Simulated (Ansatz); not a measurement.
## Geometry relaxation of C13H (part 4 of 4)

The same run, continued: C13H (slab, 14 atoms in the cell); DFT PBEsol, scalar-relativistic, plane waves, PAW, spin-polarised (Ansatz 0.2.0); cutoff 420 eV, 11×8×1 k-mesh, Gaussian smearing of 0.05 eV, collinear spins. The structure derives from an entry of the Crystallography Open Database. The input holds or restrains some coordinates. It belongs to a series of runs on one base structure; here: CH put at a bridge C-C site.

Geometry of the input (Å; fractional positions):
```
2.5129  0.0000  0.0000
0.0000  3.5538  0.0000
0.0000  0.0000  26.3823
C  0.5000  0.0000  0.3222
C  0.0000  0.2500  0.3222
C  0.0000  0.5000  0.3698
C  0.5000  0.7500  0.3698
C  0.5000  0.0000  0.4174
C  0.0000  0.2500  0.4174
C  0.0000  0.5012  0.4649
C  0.5000  0.7488  0.4649
C  0.5000  0.0098  0.5137
C  0.0000  0.2402  0.5137
C  0.0000  0.5296  0.5537
C  0.5000  0.7204  0.5537
C  0.5000  0.5296  0.6060
H  0.5000  0.5296  0.6477
```

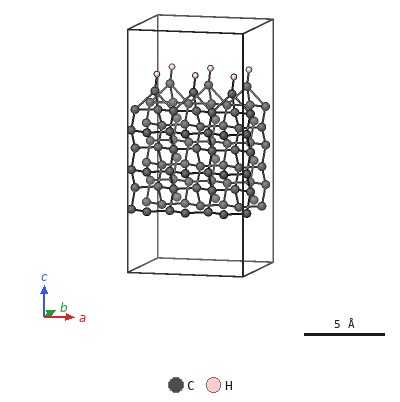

The geometry at step 5 of the log (ball-and-stick view of the 3 × 2 repeat of the cell, with the vacuum cut short, seen slightly off an axis).

File populations.tsv
```
# site	symbol	l	j	q_up	q_dn
# orbitals = lowdin
# n_electrons = 53.000000
# spilling = 0.006119
0	C	0_2S	-	0.567073	0.480087
0	C	1_2P	-	1.750273	1.187906
1	C	0_2S	-	0.479686	0.567264
1	C	1_2P	-	1.186971	1.751100
2	C	0_2S	-	0.479074	0.467215
2	C	1_2P	-	1.537006	1.483048
3	C	0_2S	-	0.467260	0.479237
3	C	1_2P	-	1.482842	1.536935
4	C	0_2S	-	0.474088	0.469218
4	C	1_2P	-	1.535573	1.509972
5	C	0_2S	-	0.469724	0.474725
5	C	1_2P	-	1.509274	1.534550
6	C	0_2S	-	0.472301	0.472044
6	C	1_2P	-	1.522333	1.521304
7	C	0_2S	-	0.471043	0.471431
7	C	1_2P	-	1.520145	1.521090
8	C	0_2S	-	0.460953	0.460305
8	C	1_2P	-	1.528100	1.525981
9	C	0_2S	-	0.461238	0.461768
9	C	1_2P	-	1.519802	1.521919
10	C	0_2S	-	0.448300	0.448360
10	C	1_2P	-	1.486294	1.485645
11	C	0_2S	-	0.452072	0.452008
11	C	1_2P	-	1.551826	1.553203
12	C	0_2S	-	0.568527	0.569077
12	C	1_2P	-	1.533467	1.535854
13	H	0_1S	-	0.399577	0.399611
```

Trajectory as extended XYZ (Å, eV, eV/Å), 9 frames, from step=1 to step=9
```
14
Lattice="2.5129 0.0000 0.0000 0.0000 3.5538 0.0000 0.0000 0.0000 26.3823" Properties=species:S:1:pos:R:3:forces:R:3 step=1 energy=-3211.95710
C     1.2565    0.0000    8.5000    0.0000   4.0336   1.0572
C     0.0000    0.8885    8.5000    0.0000  -4.0343   1.0582
C     0.0000    1.7769    9.7565    0.0000   0.9241  -1.0746
C     1.2565    2.6654    9.7565    0.0000  -0.9355  -1.0821
C     1.2565    0.0000   11.0129    0.0000   0.3978   0.0374
C     0.0000    0.8885   11.0129    0.0000  -0.3552  -0.0154
C     0.0000    1.7812   12.2638    0.0000  -0.3626   0.1658
C     1.2565    2.6610   12.2638    0.0000   0.3182   0.2640
C     1.2565    0.0348   13.5532    0.0000   0.3290  -0.8727
C     0.0000    0.8536   13.5532    0.0000   0.6967  -1.1418
C     0.0000    1.8822   14.6076    0.0000  -5.3741   0.8996
C     1.2565    2.5601   14.6076    0.0000   3.3118   2.5433
C     1.2565    1.8822   15.9876    0.0000   0.2967  -1.6616
H     1.2565    1.8822   17.0876    0.0000   0.7540  -0.1770
14
Lattice="2.5129 0.0000 0.0000 0.0000 3.5538 0.0000 0.0000 0.0000 26.3823" Properties=species:S:1:pos:R:3:forces:R:3 step=2 energy=-3212.49248
C     1.2565    0.0000    8.5000    0.0000   4.0316   1.0588
C     0.0000    0.8885    8.5000    0.0000  -4.0351   1.0561
C     0.0000    1.7769    9.7565    0.0000   0.9284  -1.0700
C     1.2565    2.6654    9.7565    0.0000  -0.9315  -1.0768
C     1.2565    0.0000   11.0129    0.0000   0.3222   0.0318
C     0.0000    0.8885   11.0129    0.0000  -0.4331  -0.0627
C     0.0000    1.7761   12.2631    0.0000  -0.2538   0.1711
C     1.2565    2.6568   12.2639    0.0000   0.1509   0.3282
C     1.2565    0.0182   13.5476    0.0000  -0.2338  -0.7400
C     0.0000    0.8401   13.5320    0.0000   0.4232  -0.2125
C     0.0000    1.8037   14.6463    0.0000  -2.4832   0.7302
C     1.2565    2.5596   14.6444    0.0000   1.9982   1.4577
C     1.2565    1.9221   16.0034    0.0000  -0.0458  -1.2563
H     1.2565    2.0800   17.0992    0.0000   0.5626  -0.4162
14
Lattice="2.5129 0.0000 0.0000 0.0000 3.5538 0.0000 0.0000 0.0000 26.3823" Properties=species:S:1:pos:R:3:forces:R:3 step=3 energy=-3212.74805
C     1.2565    0.0000    8.5000    0.0000   4.0265   1.0617
C     0.0000    0.8885    8.5000    0.0000  -4.0284   1.0562
C     0.0000    1.7769    9.7565    0.0000   0.9281  -1.0549
C     1.2565    2.6654    9.7565    0.0000  -0.9291  -1.0627
C     1.2565    0.0000   11.0129    0.0000   0.2834   0.0584
C     0.0000    0.8885   11.0129    0.0000  -0.3716   0.0099
C     0.0000    1.7766   12.2692    0.0000  -0.1274   0.0076
C     1.2565    2.6588   12.2705    0.0000   0.1240  -0.0885
C     1.2565    0.0224   13.5316    0.0000  -0.2650  -0.3214
C     0.0000    0.8478   13.5258    0.0000   0.3747  -0.0385
C     0.0000    1.7842   14.6699    0.0000  -1.7494   0.2603
C     1.2565    2.5882   14.6398    0.0000   1.7360  -0.1775
C     1.2565    1.9070   15.9139    0.0000  -0.1882   0.5466
H     1.2565    2.2341   16.9717    0.0000   0.1863  -0.2560
14
Lattice="2.5129 0.0000 0.0000 0.0000 3.5538 0.0000 0.0000 0.0000 26.3823" Properties=species:S:1:pos:R:3:forces:R:3 step=4 energy=-3212.82375
C     1.2565    0.0000    8.5000    0.0000   4.0194   1.0661
C     0.0000    0.8885    8.5000    0.0000  -4.0236   1.0609
C     0.0000    1.7769    9.7565    0.0000   0.9327  -1.0509
C     1.2565    2.6654    9.7565    0.0000  -0.9175  -1.0902
C     1.2565    0.0000   11.0129    0.0000   0.3714  -0.0868
C     0.0000    0.8885   11.0129    0.0000  -0.3269   0.0611
C     0.0000    1.7823   12.2695    0.0000   0.0733   0.0692
C     1.2565    2.6662   12.2639    0.0000   0.0008  -0.0187
C     1.2565    0.0299   13.5145    0.0000   0.0178   0.0219
C     0.0000    0.8678   13.5288    0.0000   0.0311  -0.0173
C     0.0000    1.7653   14.7147    0.0000   0.2678   0.1886
C     1.2565    2.6467   14.6460    0.0000  -0.5660   0.3122
C     1.2565    1.9515   15.9369    0.0000   0.3432  -0.2036
H     1.2565    2.4280   16.9475    0.0000  -0.2226  -0.3127
14
Lattice="2.5129 0.0000 0.0000 0.0000 3.5538 0.0000 0.0000 0.0000 26.3823" Properties=species:S:1:pos:R:3:forces:R:3 step=5 energy=-3212.83396
C     1.2565    0.0000    8.5000    0.0000   4.0185   1.0671
C     0.0000    0.8885    8.5000    0.0000  -4.0238   1.0609
C     0.0000    1.7769    9.7565    0.0000   0.9322  -1.0441
C     1.2565    2.6654    9.7565    0.0000  -0.9178  -1.0896
C     1.2565    0.0000   11.0129    0.0000   0.3300  -0.0663
C     0.0000    0.8885   11.0129    0.0000  -0.3574   0.0849
C     0.0000    1.7794   12.2718    0.0000  -0.0362  -0.0248
C     1.2565    2.6625   12.2638    0.0000  -0.0202   0.0461
C     1.2565    0.0184   13.5179    0.0000  -0.0255   0.0452
C     0.0000    0.8574   13.5296    0.0000  -0.0409  -0.0191
C     0.0000    1.7490   14.7147    0.0000  -0.0117   0.1270
C     1.2565    2.6206   14.6474    0.0000   0.1787  -0.1815
C     1.2565    1.9251   15.9211    0.0000   0.0767   0.0752
H     1.2565    2.3745   16.9337    0.0000  -0.1029  -0.0820
14
Lattice="2.5129 0.0000 0.0000 0.0000 3.5538 0.0000 0.0000 0.0000 26.3823" Properties=species:S:1:pos:R:3:forces:R:3 step=6 energy=-3212.83829
C     1.2565    0.0000    8.5000    0.0000   4.0153   1.0678
C     0.0000    0.8885    8.5000    0.0000  -4.0198   1.0660
C     0.0000    1.7769    9.7565    0.0000   0.9283  -1.0507
C     1.2565    2.6654    9.7565    0.0000  -0.9149  -1.0902
C     1.2565    0.0000   11.0129    0.0000   0.3388  -0.0663
C     0.0000    0.8885   11.0129    0.0000  -0.3320   0.0721
C     0.0000    1.7807   12.2710    0.0000   0.0340   0.0033
C     1.2565    2.6641   12.2653    0.0000   0.0284  -0.0889
C     1.2565    0.0265   13.5145    0.0000  -0.0531   0.0486
C     0.0000    0.8643   13.5281    0.0000   0.0261  -0.0532
C     0.0000    1.7553   14.7157    0.0000  -0.1449   0.0855
C     1.2565    2.6355   14.6414    0.0000   0.1119  -0.0149
C     1.2565    1.9141   15.9006    0.0000  -0.0263  -0.0400
H     1.2565    2.3164   16.9261    0.0000   0.0084   0.0608
14
Lattice="2.5129 0.0000 0.0000 0.0000 3.5538 0.0000 0.0000 0.0000 26.3823" Properties=species:S:1:pos:R:3:forces:R:3 step=7 energy=-3212.84042
C     1.2565    0.0000    8.5000    0.0000   4.0109   1.0725
C     0.0000    0.8885    8.5000    0.0000  -4.0153   1.0703
C     0.0000    1.7769    9.7565    0.0000   0.9203  -1.0623
C     1.2565    2.6654    9.7565    0.0000  -0.9111  -1.1053
C     1.2565    0.0000   11.0129    0.0000   0.3608  -0.1024
C     0.0000    0.8885   11.0129    0.0000  -0.3367   0.0434
C     0.0000    1.7811   12.2687    0.0000  -0.0116   0.0772
C     1.2565    2.6639   12.2620    0.0000   0.0005   0.0241
C     1.2565    0.0241   13.5147    0.0000  -0.0598   0.0316
C     0.0000    0.8630   13.5283    0.0000   0.0929  -0.0827
C     0.0000    1.7434   14.7248    0.0000  -0.0916   0.0394
C     1.2565    2.6407   14.6468    0.0000   0.0141  -0.0244
C     1.2565    1.8810   15.8848    0.0000   0.0158  -0.0053
H     1.2565    2.2442   16.9261    0.0000   0.0109   0.0237
14
Lattice="2.5129 0.0000 0.0000 0.0000 3.5538 0.0000 0.0000 0.0000 26.3823" Properties=species:S:1:pos:R:3:forces:R:3 step=8 energy=-3212.84097
C     1.2565    0.0000    8.5000    0.0000   4.0100   1.0729
C     0.0000    0.8885    8.5000    0.0000  -4.0153   1.0705
C     0.0000    1.7769    9.7565    0.0000   0.9236  -1.0532
C     1.2565    2.6654    9.7565    0.0000  -0.9126  -1.1017
C     1.2565    0.0000   11.0129    0.0000   0.3417  -0.0758
C     0.0000    0.8885   11.0129    0.0000  -0.3405   0.0761
C     0.0000    1.7802   12.2714    0.0000   0.0037  -0.0037
C     1.2565    2.6632   12.2634    0.0000  -0.0029   0.0089
C     1.2565    0.0214   13.5162    0.0000  -0.0059   0.0039
C     0.0000    0.8629   13.5281    0.0000  -0.0058   0.0153
C     0.0000    1.7380   14.7296    0.0000  -0.0040   0.0082
C     1.2565    2.6389   14.6486    0.0000  -0.0074  -0.0119
C     1.2565    1.8798   15.8869    0.0000   0.0167  -0.0317
H     1.2565    2.2463   16.9273    0.0000  -0.0014   0.0221
14
Lattice="2.5129 0.0000 0.0000 0.0000 3.5538 0.0000 0.0000 0.0000 26.3823" Properties=species:S:1:pos:R:3:forces:R:3 step=9 energy=-3212.84101
C     1.2565    0.0000    8.5000    0.0000   4.0099   1.0730
C     0.0000    0.8885    8.5000    0.0000  -4.0151   1.0708
C     0.0000    1.7769    9.7565    0.0000   0.9240  -1.0528
C     1.2565    2.6654    9.7565    0.0000  -0.9127  -1.1008
C     1.2565    0.0000   11.0129    0.0000   0.3365  -0.0707
C     0.0000    0.8885   11.0129    0.0000  -0.3429   0.0805
C     0.0000    1.7800   12.2716    0.0000  -0.0003  -0.0008
C     1.2565    2.6629   12.2638    0.0000   0.0017  -0.0024
C     1.2565    0.0209   13.5164    0.0000  -0.0018   0.0022
C     0.0000    0.8623   13.5287    0.0000  -0.0004   0.0024
C     0.0000    1.7373   14.7302    0.0000  -0.0037   0.0055
C     1.2565    2.6384   14.6483    0.0000  -0.0026  -0.0055
C     1.2565    1.8802   15.8866    0.0000   0.0102  -0.0081
H     1.2565    2.2451   16.9281    0.0000  -0.0028   0.0066
```

Results in brief

- outcome: converged under the restraints of the input
- electrons treated: 53
- free energy: −3212.8410 eV
- work function, top face: 2.50 eV
- work function, bottom face: 5.24 eV
- Fermi energy: 1.937 eV
- gap on the k-point mesh: none (metallic)
- net moment of the cell: −0.01 μB
- integrated absolute moment: 1.26 μB
- final volume: 235.61 Å³
- work function (upper face): 2.50 eV
- largest force (length of the vector) at the end, held atoms and coordinates included: 4.155 eV/Å
- hardware: 1 thread of an x86-64 CPU, shared host
- wall time: 12 min
- peak memory: 0.74 GiB

Warnings of the run: the exchange-correlation potential is rough where the density is thin.
